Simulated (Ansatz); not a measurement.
Structure data:

```yaml
crystal:
  lattice:
    - [1.23327, -6.40824, 0.00000]
    - [4.93307, 4.27216, 0.00000]
    - [0.00000, 0.00000, 8.46545]
  atoms:
    - { symbol: C, position: [0.08473, 0.42160, 0.33642] }
    - { symbol: C, position: [0.65617, 0.27870, 0.33640] }
    - { symbol: C, position: [0.22763, 0.13585, 0.33659] }
    - { symbol: C, position: [0.94185, 0.70725, 0.33642] }
    - { symbol: C, position: [0.51329, 0.56440, 0.33635] }
    - { symbol: C, position: [0.79896, 0.99297, 0.33658] }
    - { symbol: C, position: [0.37045, 0.85011, 0.33631] }
    - { symbol: C, position: [0.09469, 0.47521, 0.82485] }
    - { symbol: C, position: [0.66634, 0.33314, 0.81766] }
    - { symbol: C, position: [0.24357, 0.19506, 0.83009] }
    - { symbol: C, position: [0.95108, 0.75596, 0.83015] }
    - { symbol: C, position: [0.52429, 0.61943, 0.82486] }
    - { symbol: C, position: [0.80445, 0.04844, 0.83024] }
    - { symbol: C, position: [0.38007, 0.90474, 0.82487] }
    - { symbol: C, position: [0.89425, 0.46916, 0.33637] }
    - { symbol: C, position: [0.46572, 0.32635, 0.33640] }
    - { symbol: C, position: [0.03710, 0.18350, 0.33663] }
    - { symbol: C, position: [0.75136, 0.75486, 0.33646] }
    - { symbol: C, position: [0.32283, 0.61203, 0.33629] }
    - { symbol: C, position: [0.60850, 0.04060, 0.33641] }
    - { symbol: C, position: [0.17996, 0.89772, 0.33642] }
    - { symbol: C, position: [0.14080, 0.71141, 0.82545] }
    - { symbol: C, position: [0.71481, 0.57113, 0.82263] }
    - { symbol: C, position: [0.28811, 0.42932, 0.82538] }
    - { symbol: C, position: [0.99973, 0.99982, 0.86668] }
    - { symbol: C, position: [0.57020, 0.85871, 0.82546] }
    - { symbol: C, position: [0.85590, 0.28470, 0.82272] }
    - { symbol: C, position: [0.42835, 0.14355, 0.82267] }
    - { symbol: H, position: [0.00000, 0.00000, 0.00000] }
```

Describe what this structure looks like.

Answer. The stoichiometry is HC28. The space group is P1: only translations remain. One cell contains 1 H, 28 C, 29 atoms in all. H is linked to one C at 1.13 Å. The bonds build C and HC14 layers parallel to (001).

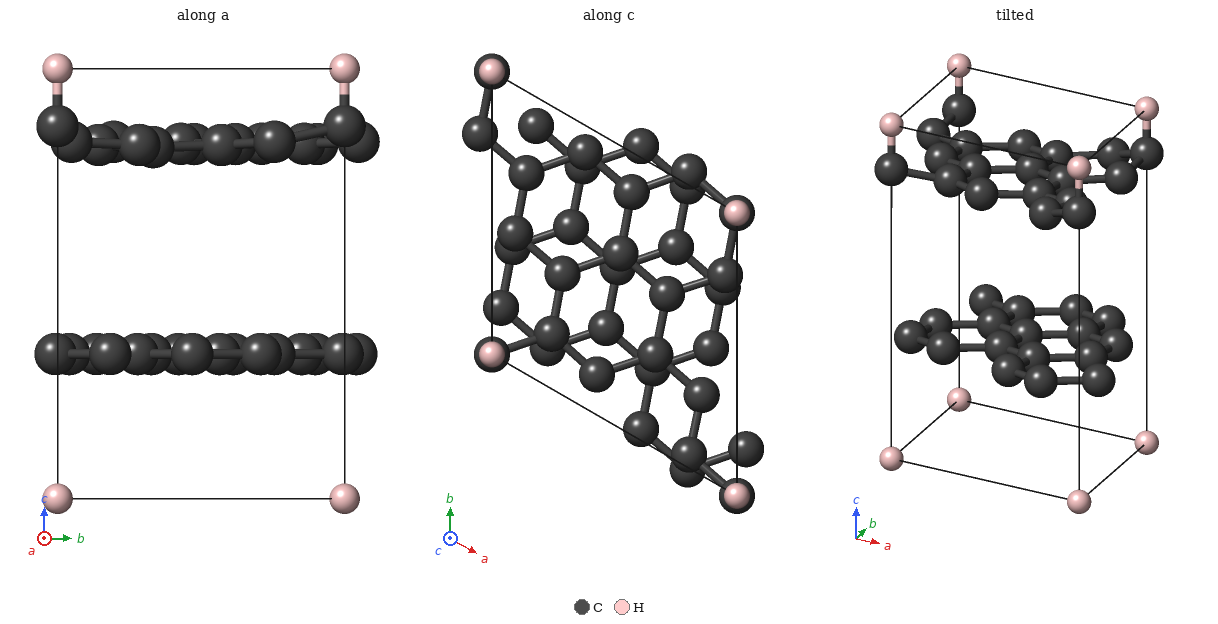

Shown here is a ball-and-stick view of the crystal, taken along the a axis, along the c axis and slightly off an axis. The frame is the simulation cell; atoms at its boundary are shown with their periodic copies.

The starting point was a structure listed in the Materials Project, repeated into a supercell with a point defect put in. The cell was then strained or its atoms displaced on purpose. The atoms were relaxed in a fixed cell with DFT PBE, scalar-relativistic, plane waves, PAW in Ansatz 0.2.0.
